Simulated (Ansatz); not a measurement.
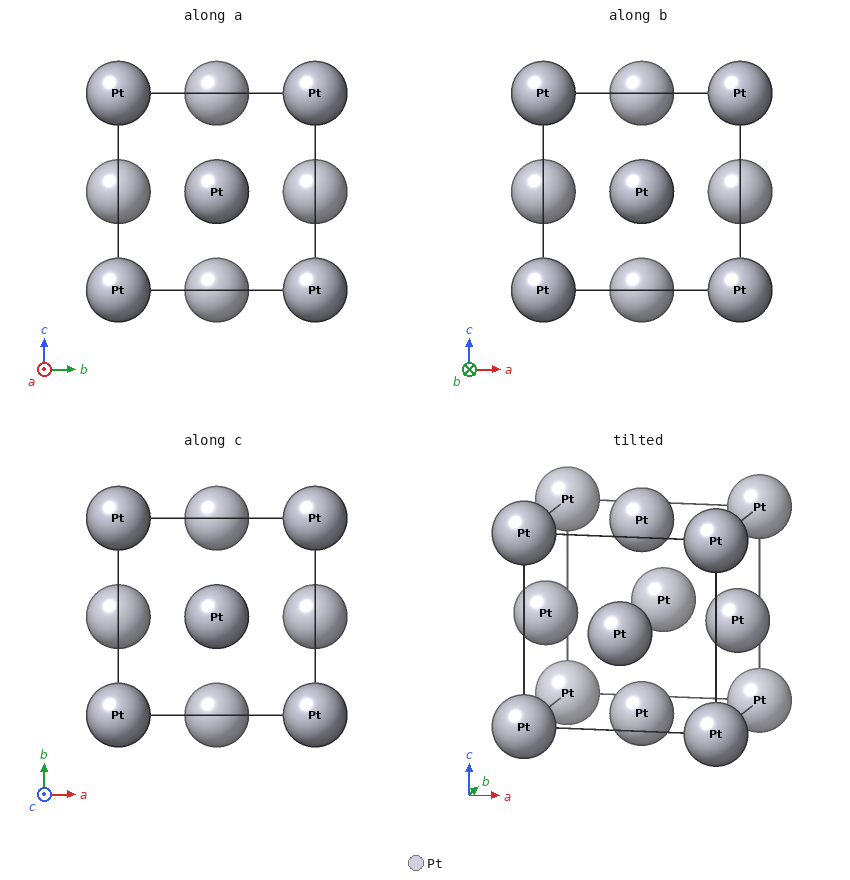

We look at a spheres-only model of the crystal along the a axis, along the b axis, along the c axis and slightly off an axis. The conventional unit cell is outlined; an atom on or near a face, edge or corner is repeated at each equivalent position.

Lattice parameters: a = 3.902 Å, b = 3.902 Å, c = 3.902 Å, α = 90.00°, β = 90.00°, γ = 90.00°. Put a along x and b in the xy plane.

Transcribe the picture into a POSCAR file.

```
Pt
1.0
     3.902    0.000    0.000
     0.000    3.902    0.000
     0.000    0.000    3.902
Pt
4
Direct
  0.0000 0.0000 0.0000
  0.0000 0.5000 0.5000
  0.5000 0.0000 0.5000
  0.5000 0.5000 0.0000
```

Origin of the cell: the standard structure of this element. The cell was then strained or its atoms displaced on purpose. A calculation with Ansatz used it as input.

At this level of theory the cell isn't at rest (compressed, at 6 GPa), so its distances can differ from those at equilibrium, the more so the softer the solid.
